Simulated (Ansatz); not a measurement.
Consider W.

```
W
1.0
     1.57718   -1.57718    1.57718
    -1.57718   -1.57718    1.57718
     0.15772   -6.46644   -6.15100
W
4
Direct
  0.78750 0.75000 0.12500
  0.21250 0.25000 0.87500
  0.73750 0.75000 0.62500
  0.26250 0.25000 0.37500
```

Space group P-1; not relaxed (largest force 0.9 eV/Å).

All numbers below come from Ansatz 0.2.0, DFT PBEsol, scalar-relativistic, plane waves, PAW.

> Predict the valence pseudo-density and electron localisation function between the atoms.

W–W (2.65 Å): ρ at the midpoint is about 0.49 e/Å³; the ELF is about 0.40 at the midpoint.
W–W (2.73 Å): ρ at the midpoint is about 0.42 e/Å³; the ELF is about 0.35 at the midpoint.
W–W (2.83 Å): ρ is about 0.35 e/Å³ halfway; the ELF is about 0.35 at the midpoint.

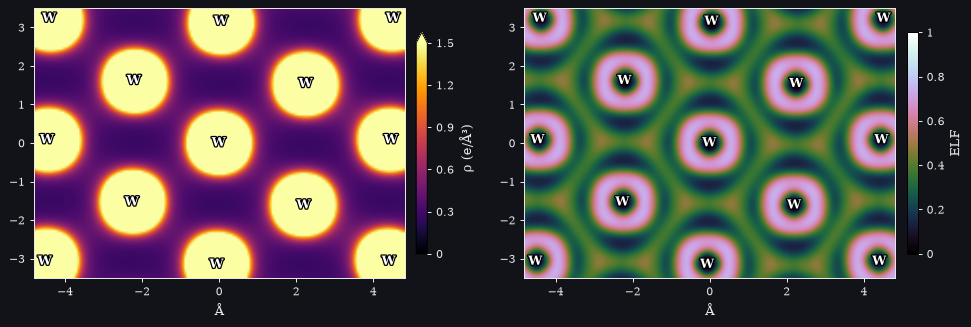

Computed valence pseudo-density and electron localisation function on the (110) plane of the conventional cell, in this order. 

Core electrons are frozen (PAW), and the valence fields are smoothed inside the atomic spheres.
